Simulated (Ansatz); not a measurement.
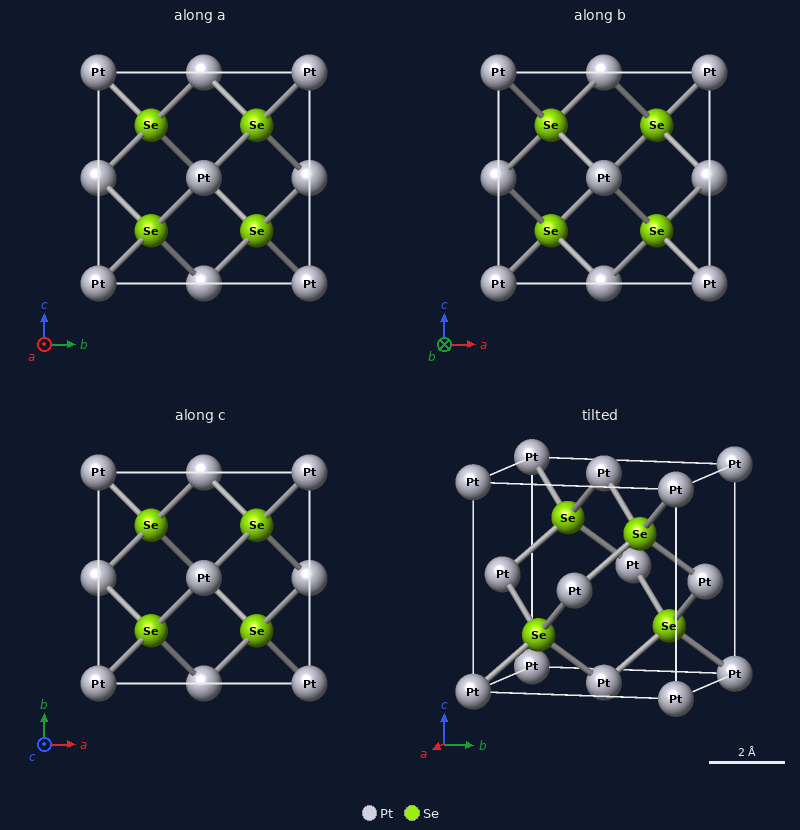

Ball-and-stick representation of a periodic structure, projected along the a axis, along the b axis, along the c axis and slightly off an axis. The conventional unit cell is drawn as a box.

Lattice parameters: a = 5.6976 Å, b = 5.6976 Å, c = 5.6976 Å, α = 90.000°, β = 90.000°, γ = 90.000°.

Express the structure as a CIF with its space group and independent sites.

Answer.
```cif
data_structure
_symmetry_space_group_name_H-M 'F -4 3 m'
_symmetry_Int_Tables_number 216
_cell_length_a 5.6976
_cell_length_b 5.6976
_cell_length_c 5.6976
_cell_angle_alpha 90.000
_cell_angle_beta 90.000
_cell_angle_gamma 90.000
_cell_volume 184.96
loop_
_atom_site_label
_atom_site_type_symbol
_atom_site_symmetry_multiplicity
_atom_site_Wyckoff_symbol
_atom_site_fract_x
_atom_site_fract_y
_atom_site_fract_z
_atom_site_occupancy
Pt1 Pt 4 a 0.0000 0.0000 0.0000 1
Se1 Se 4 d 0.2500 0.2500 0.7500 1
```

The structure comes from a structure type filled with these elements by a generator (whether the compound takes this form wasn't checked). Earlier steps of the study may have refined or changed the cell and positions. It was the input of a calculation with Ansatz.
